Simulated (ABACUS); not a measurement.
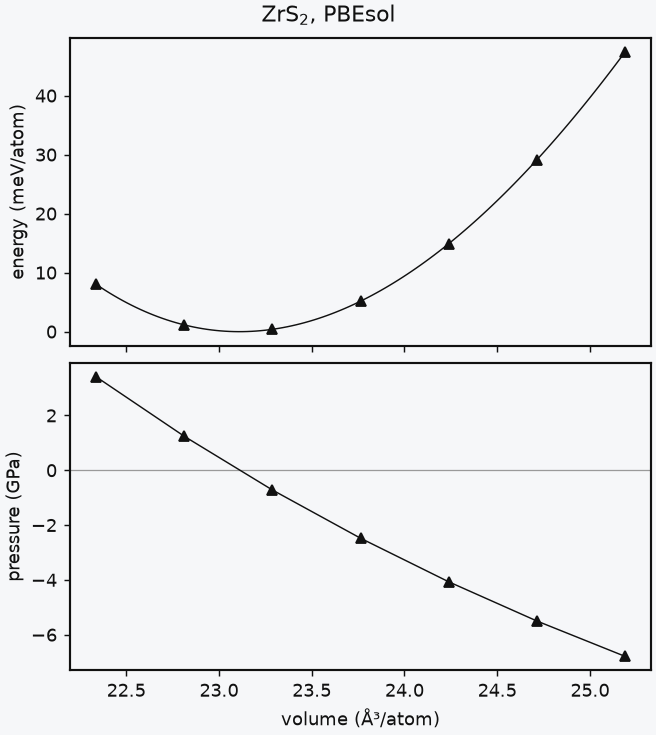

The picture above shows the energy and pressure against volume for ZrS₂, space group P-3m1 (No. 164).

Structure:
```
CELL_PARAMETERS angstrom
3.69138 0.00000 0.00000
-1.84569 3.19683 0.00000
0.00000 0.00000 6.04108
ATOMIC_POSITIONS crystal
Zr 0.00000 0.00000 0.00000
S 0.33333 0.66667 0.23791
S 0.66667 0.33333 0.76209
```

Method: DFT in plane waves or numerical atomic orbitals with pseudopotentials, no spin polarisation; energies at scaled volumes of the given cell, shape and fractions fixed, counted from the fit's minimum, third-order Birch-Murnaghan fit (ABACUS 3.10.1). Level: PBEsol.

```tsv
setting	value
k mesh	8×8×5
occupations	Fermi–Dirac
smearing width	0.05 eV
potentials	PseudoDojo NC SR 0.4.1 PBEsol standard
wave cutoff	898 eV
density cutoff	3592 eV
program settings	basis pw
```

**What equilibrium volume and bulk modulus follow from the curve?**

A third-order Birch–Murnaghan fit gives V0 = 23.11 Å³/atom, B0 = 94 GPa and B′ = 4.1.

**How does the pressure vary with volume?**

It falls from 3.41 GPa at volume 22.34 Å³/atom to −6.79 GPa at 25.19 Å³/atom, and changes sign near 23.11 Å³/atom.

Caveats: shape and atomic fractions are frozen while scaling, which makes layered, chain and framework solids too stiff.
